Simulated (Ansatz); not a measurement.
PtSe

```cif
data_structure
_symmetry_space_group_name_H-M 'P 1'
_symmetry_Int_Tables_number 1
_cell_length_a 5.2868
_cell_length_b 5.2868
_cell_length_c 5.2868
_cell_angle_alpha 90.000
_cell_angle_beta 90.000
_cell_angle_gamma 90.000
_cell_volume 147.76
loop_
_atom_site_label
_atom_site_type_symbol
_atom_site_fract_x
_atom_site_fract_y
_atom_site_fract_z
_atom_site_occupancy
Pt1 Pt 0.50000 0.00000 0.00000 1
Pt2 Pt 0.00000 0.50000 0.00000 1
Pt3 Pt 0.00000 0.00000 0.50000 1
Pt4 Pt 0.50000 0.50000 0.50000 1
Se1 Se 0.00000 0.00000 0.00000 1
Se2 Se 0.50000 0.50000 0.00000 1
Se3 Se 0.50000 0.00000 0.50000 1
Se4 Se 0.00000 0.50000 0.50000 1
```

Space group Fm-3m; a generated structure, not necessarily the stable one; built by placing these elements on a known structure type.

These are results of Kohn-Sham DFT of a periodic cell, PBE, Ansatz PAW in Ansatz, not measurements.

In a PAW calculation such maps are meaningful between the atoms, not at the nuclei.

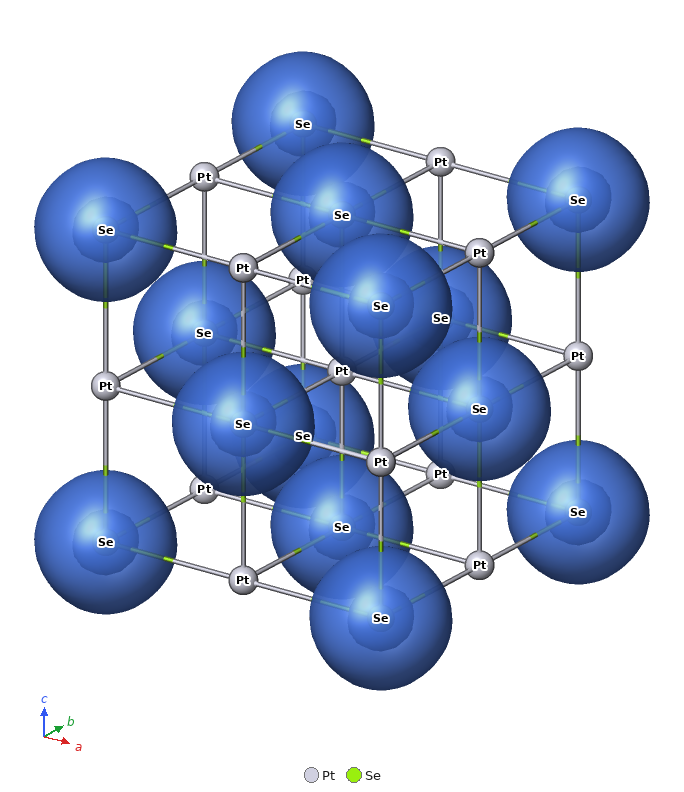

Figure 1. Isosurface of the ELF at 0.6 (blue), seen at an oblique angle. Core shells and regions of very low density are left out. Sticks mark near contacts.

**Describe the localisation domains.**

At this value the surface marks out four regions wrapped around Se (the valence shell of each), counted in one cell of 8 atoms. Any copies at cell faces, edges or corners count once. Along the contacts the grid gives the following. Pt–Se (2.64 Å): the ELF is about 0.40 at the midpoint.

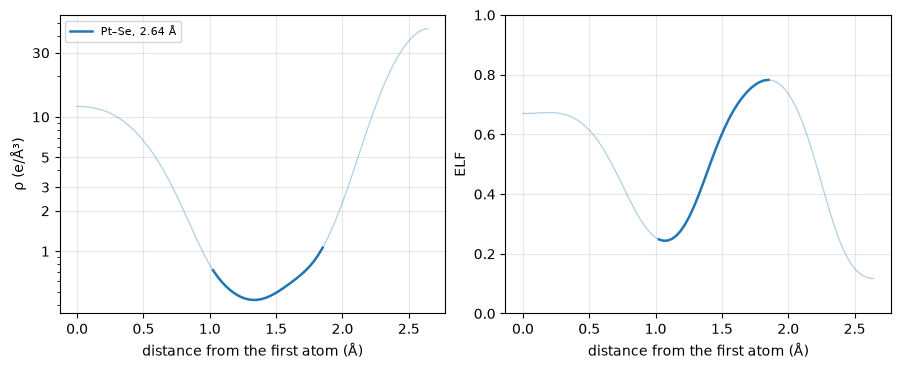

Figure 2. Valence pseudo-density and ELF along straight lines between neighbouring atoms. Thin, pale parts lie inside the atomic spheres.

**What can be read from the curves?**

Pt–Se (2.64 Å): ρ at the midpoint is about 0.43 e/Å³; the ELF is about 0.40 at the midpoint.

**Does the calculation give a band gap?**

It is metallic or semimetallic at this level of theory: no gap opens; semilocal functionals without U, or without the true magnetic order, often close the gap of such compounds.
